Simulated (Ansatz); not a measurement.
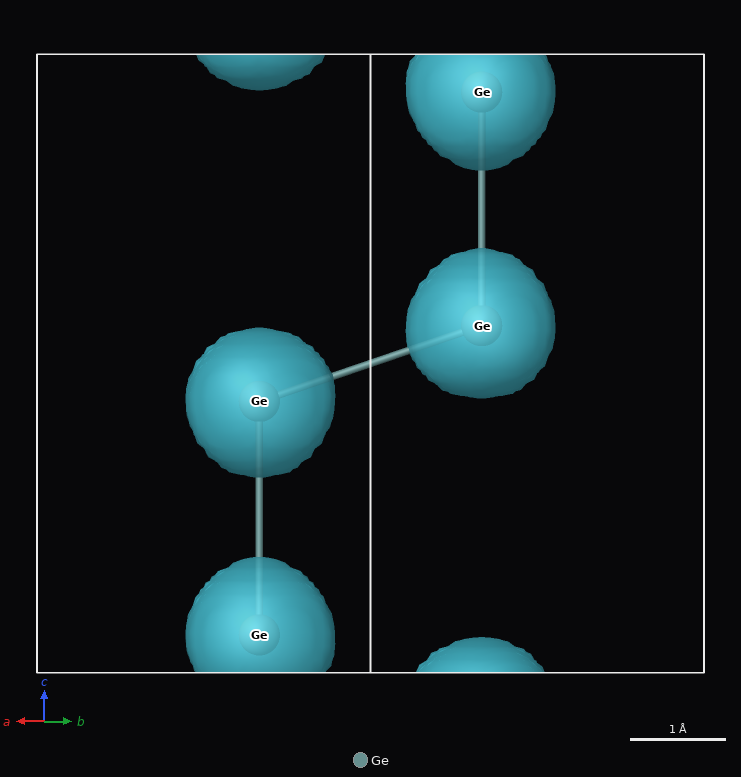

Ge. Isosurface of the valence pseudo-density at 0.8 e/Å³ (cyan), seen along [110]. Sticks mark near contacts.

Space group P6₃/mmc; started from the lonsdaleite (2H) prototype, which need not be the ambient phase; changed on purpose from its base cell (epitaxial xy strain +2.0%); computed pressure about −2 GPa in this cell.

Computed with DFT, r2SCAN, plane waves, PAW in Ansatz.

In a PAW calculation such maps are meaningful between the atoms, not at the nuclei.

Question: Which contacts does the surface bridge?

Answer: At this value the density breaks into separate islands; it holds about 70 % of the electrons treated as valence (semicore included). It bridges none of the near contacts. It is pinched off along the sampled Ge–Ge (2.47 Å) contacts. On the grid the lowest density along these lines, outside the cores, is 0.48 e/Å³ (Ge–Ge, 2.47 Å).
